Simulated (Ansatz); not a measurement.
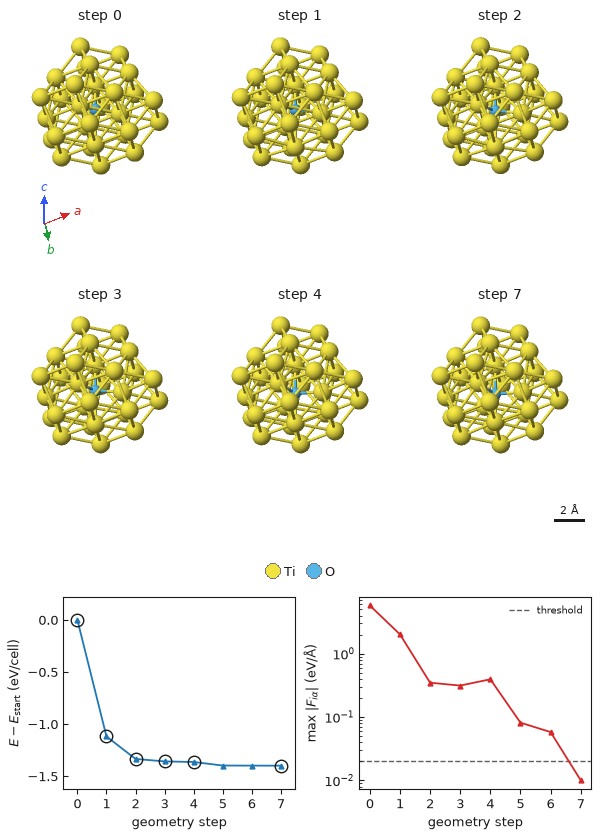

Frames of a relaxation of a defect cell of composition Ti18O, marked on the history of the run. Style: ball-and-stick. Shown: the atoms within 5.0 Å of the atom that moves most (axes of the larger cell on standard axes (3 times the calculation's cell) (origin shifted)), from a free direction.

Case: O interstitial, charge +0, atoms relaxed.

These are results of Ansatz 0.2.0, DFT PBEsol, scalar-relativistic, plane waves, PAW, not measurements.

The input:
```yaml
crystal:
  lattice:
    - [4.3506528002, -2.5118505654, -4.5909904469]
    - [-4.3506528002, -2.5118505654, -4.5909904469]
    - [0.0, 5.0237011307, -4.5909904469]
  atoms:
    - { symbol: Ti, position: [0.1388888889, 0.4722222222, 0.1388888889] }
    - { symbol: Ti, position: [0.8055555556, 0.4722222222, 0.4722222222] }
    - { symbol: Ti, position: [0.4722222222, 0.1388888889, 0.1388888889] }
    - { symbol: Ti, position: [0.4722222222, 0.4722222222, 0.8055555556] }
    - { symbol: Ti, position: [0.1388888889, 0.1388888889, 0.4722222222] }
    - { symbol: Ti, position: [0.8055555556, 0.8055555556, 0.1388888889] }
    - { symbol: Ti, position: [0.8055555556, 0.1388888889, 0.8055555556] }
    - { symbol: Ti, position: [0.4722222222, 0.8055555556, 0.4722222222] }
    - { symbol: Ti, position: [0.1388888889, 0.8055555556, 0.8055555556] }
    - { symbol: Ti, position: [0.1944444444, 0.1944444444, 0.8611111111] }
    - { symbol: Ti, position: [0.8611111111, 0.1944444444, 0.1944444444] }
    - { symbol: Ti, position: [0.5277777778, 0.8611111111, 0.8611111111] }
    - { symbol: Ti, position: [0.5277777778, 0.1944444444, 0.5277777778] }
    - { symbol: Ti, position: [0.1944444444, 0.8611111111, 0.1944444444] }
    - { symbol: Ti, position: [0.8611111111, 0.5277777778, 0.8611111111] }
    - { symbol: Ti, position: [0.8611111111, 0.8611111111, 0.5277777778] }
    - { symbol: Ti, position: [0.5277777778, 0.5277777778, 0.1944444444] }
    - { symbol: Ti, position: [0.1944444444, 0.5277777778, 0.5277777778] }
    - { symbol: O, position: [0.6694408332, 0.6702844554, 0.0088010157] }
basis:
  ecutwfc: 420
  xc_grid: 2
kpoints:
  mp_grid: { grid: [4, 4, 4], shift: [0.5, 0.5, 0.5] }
hamiltonian:
  xc: pbesol
scf:
  occupations: { method: gaussian, width: 0.1 }
output:
  forces: true
  stress: false
  eigenvalues: true
  write_density: true
  write_potential: true
  elf: true
  volumetric_format: npy
relax:
  adjacent_minimum: "off"
  f_tol: 0.02
  max_steps: 60
```

Launched with:
```bash
ansatz run input.yaml --threads 4 --pin off --max-ram 8192MiB --backend cpu --events-out ev --progress --plain --runs-dir out
```

### Describe the path.

O19 moves most: 0.46 Å along −c. By element the largest moves are O 0.46 Å, Ti 0.21 Å. The cell doesn't change. Some distances before and after: Ti4–O19 2.748 → 2.167 Å, Ti6–O19 1.843 → 2.231 Å, Ti12–Ti15 2.900 → 3.252 Å, Ti10–Ti12 2.900 → 2.727 Å. Among the angles between lasting bonds that change: Ti6–O19–Ti17 106.2° → 89.1°, Ti4–O19–Ti12 74.7° → 90.9°, Ti6–O19–Ti12 104.7° → 89.1°. Over 7 geometry steps the energy falls by 1.397 eV per cell of the calculation. Largest force component: 5.8 eV/Å at the start, 0.01 eV/Å at the end. From step 0 to 1: Ti4 moves most (0.20 Å), energy −1.117 eV per cell of the calculation. From step 1 to 2: O19 moves most (0.09 Å), energy −0.215 eV per cell of the calculation. From step 2 to 3: Ti4 moves most (0.09 Å), energy −23.8 meV per cell of the calculation. From step 3 to 4: O19 moves most (0.20 Å), energy −5.7 meV per cell of the calculation. From step 4 to 7: Ti4 moves most (0.10 Å), energy −35.2 meV per cell of the calculation.

```csv
step,"E − E(0), meV/atom","largest force component, eV/Å"
0,0.00,5.7640
1,-58.79,2.0186
2,-70.13,0.3484
3,-71.38,0.3139
4,-71.68,0.3944
5,-73.47,0.0816
6,-73.51,0.0579
7,-73.54,0.0101
```

Limits of the set-up: the periodic images lie only 6.8 Å apart, so the values are limited by the cell's size.
